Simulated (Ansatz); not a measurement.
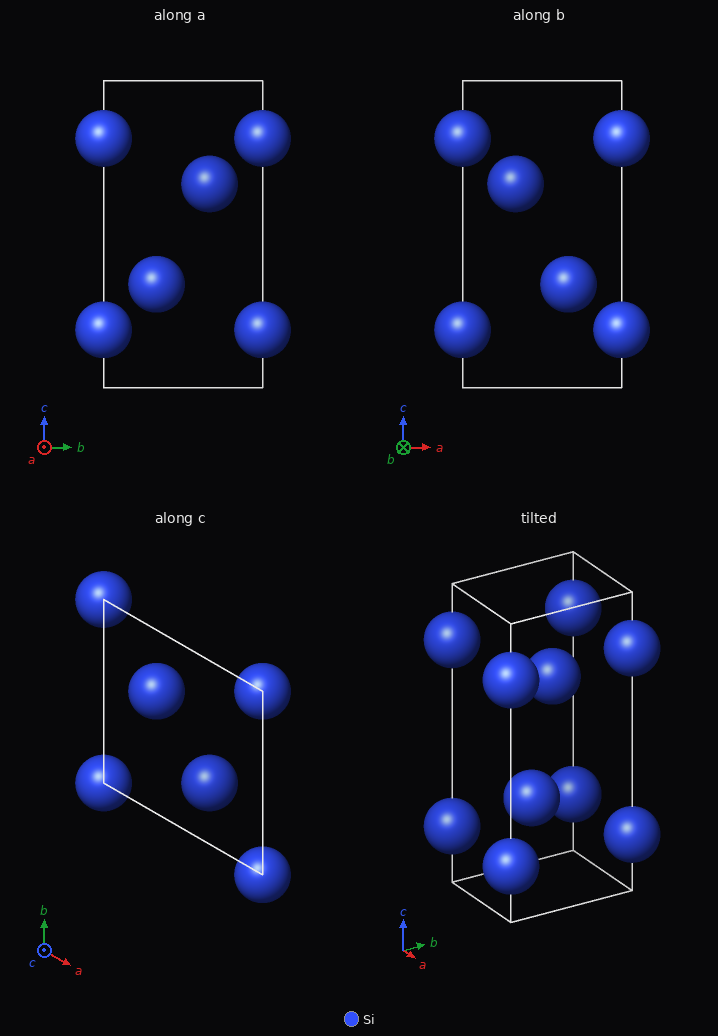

Spheres-only drawing of the structure, looking along the a axis, along the b axis, along the c axis and slightly off an axis. The lines enclose the conventional unit cell; boundary atoms appear with their images.

Lattice parameters: a = 3.7514 Å, b = 3.7514 Å, c = 6.2723 Å, α = 90.000°, β = 90.000°, γ = 120.000°.

**Reconstruct the structure as a CIF in P1 with every atom of the cell, with free fractional coordinates to two decimals.**

```cif
data_structure
_symmetry_space_group_name_H-M 'P 1'
_symmetry_Int_Tables_number 1
_cell_length_a 3.7514
_cell_length_b 3.7514
_cell_length_c 6.2723
_cell_angle_alpha 90.000
_cell_angle_beta 90.000
_cell_angle_gamma 120.000
_cell_volume 76.45
loop_
_atom_site_label
_atom_site_type_symbol
_atom_site_fract_x
_atom_site_fract_y
_atom_site_fract_z
_atom_site_occupancy
Si1 Si 0.00 0.00 0.81 1
Si2 Si 0.00 0.00 0.19 1
Si3 Si 0.3333 0.6667 0.66 1
Si4 Si 0.6667 0.3333 0.34 1
```

The structure was taken from a structure type filled with this element by a generator (whether the element takes this form wasn't checked). Earlier steps of the study may have refined or changed the cell and positions. It was run through Ansatz as a DFT input.
